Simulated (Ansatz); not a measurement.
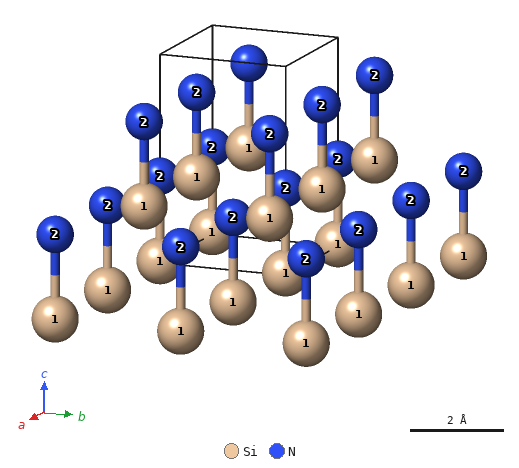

This is the input geometry for a relaxation of a crystal of SiN (a generated structure, set up in I4mm). Style: ball-and-stick. Shown: the conventional cell (2 times the calculation's cell), repeated 3 × 2 × 1 with one cell outlined, slightly off an axis. Lengths and directions refer to the drawn axes.

Method: DFT PBE, scalar-relativistic, plane waves, PAW in Ansatz 0.2.0.

Input file:
```yaml
crystal:
  lattice:
    - [-1.4686953991, 1.4686953991, 2.3173308989]
    - [1.4686953991, -1.4686953991, 2.3173308989]
    - [1.4686953991, 1.4686953991, -2.3173308989]
  atoms:
    - { symbol: Si, position: [0.011515491, 0.011515491, 0.0] }
    - { symbol: "N", position: [0.416484509, 0.416484509, 0.0] }
basis:
  ecutwfc: 420
kpoints:
  mp_grid: { grid: [26, 26, 26] }
hamiltonian:
  xc: pbe
scf:
  occupations: { method: gaussian, width: 0.1 }
output:
  forces: true
  stress: true
  eigenvalues: true
  write_density: true
  write_potential: true
  elf: true
  volumetric_format: npy
relax:
  adjacent_minimum: "off"
  f_tol: 0.01
  max_steps: 80
  cell: { stress_tol: 0.05 }
```

Run as
```bash
ansatz run input.yaml --threads 1 --pin off --max-ram 2048MiB --backend cpu --events-out ev --progress --plain --runs-dir out
```

What does the optimiser find from here?

Over 3 accepted moves (4 points after the start) the energy falls by 1.1 meV per cell of the calculation. Largest force component: 0.062 eV/Å at the start, 0.0034 eV/Å at the end. The pressure goes from 0.13 to −0.01 GPa. At 1 point the geometry stayed and the basis and grid were re-selected for the new cell (energy shift of 0.1 meV per cell of the calculation at most each time). The largest moves relative to the cell, 0.006 Å, are those of Si1 and N2. Si1 goes along −c. By element the largest moves are Si 0.006 Å, N 0.006 Å. The drawn cell changes at constant volume: a = b 2.937 → 2.946 Å (+0.3 %), c 4.635 → 4.604 Å (−0.7 %). The space group stays I4mm (No. 107).

Final geometry:

```
CELL_PARAMETERS angstrom
-1.47318 1.47318 2.30216
1.47318 -1.47318 2.30216
1.47318 1.47318 -2.30216
ATOMIC_POSITIONS crystal
Si 0.01025 0.01025 0.00000
N 0.41775 0.41775 0.00000
```
